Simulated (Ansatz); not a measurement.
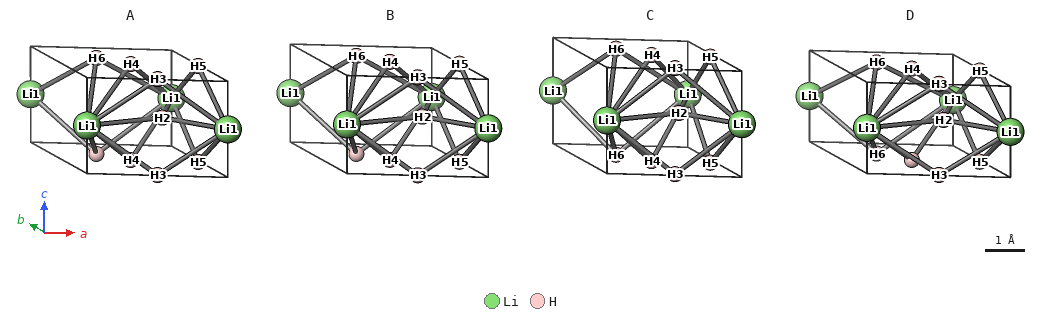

4 geometries from one relaxation of a crystal of LiH5 (a generated structure, set up in P-6m2), in shuffled order. The picture is a ball-and-stick view of the cell of the calculation, seen slightly off an axis.

Method: DFT PBE, scalar-relativistic, plane waves, PAW (Ansatz 0.2.0). Settings: plane-wave cutoff 420 eV; k-point mesh 12 × 12 × 14; occupations gaussian; smearing width 0.1 eV; no spin polarisation; cell and atoms relaxed; force threshold 0.01 eV/Å; at most 80 steps.

Question: Order the frames from highest to lowest energy.

Answer: C, B, A, D. They are steps 0, 2, 3, 10, at +23.1 meV per atom, +13.1 meV per atom, +4.8 meV per atom relative to the last. The largest moves relative to the cell, 0.081 Å, are those of H3, H4 and H5. H5 goes along [2 1 0]. Li stays in place. The drawn cell changes as follows: a = b 3.536 → 3.761 Å (+6.3 %), c 2.844 → 2.446 Å (−14.0 %); the volume changes by −2.7 %. Near-neighbour distances that change, for instance: Li1–Li1 2.844 → 2.446 Å, Li1–H2 2.042 → 2.171 Å, Li1–H3 2.273 → 2.244 Å. The space group stays P-6m2 (No. 187). Over 8 accepted moves (10 points after the start) the energy falls by 23.1 meV per atom. The largest force component goes from 0.1 to 0.00066 eV/Å. Pressure: 0.18 GPa at the start and 0.01 GPa at the end. At 2 points the geometry stayed and the basis and grid were re-selected for the new cell (energy shift of 0.3 meV per atom at most each time).
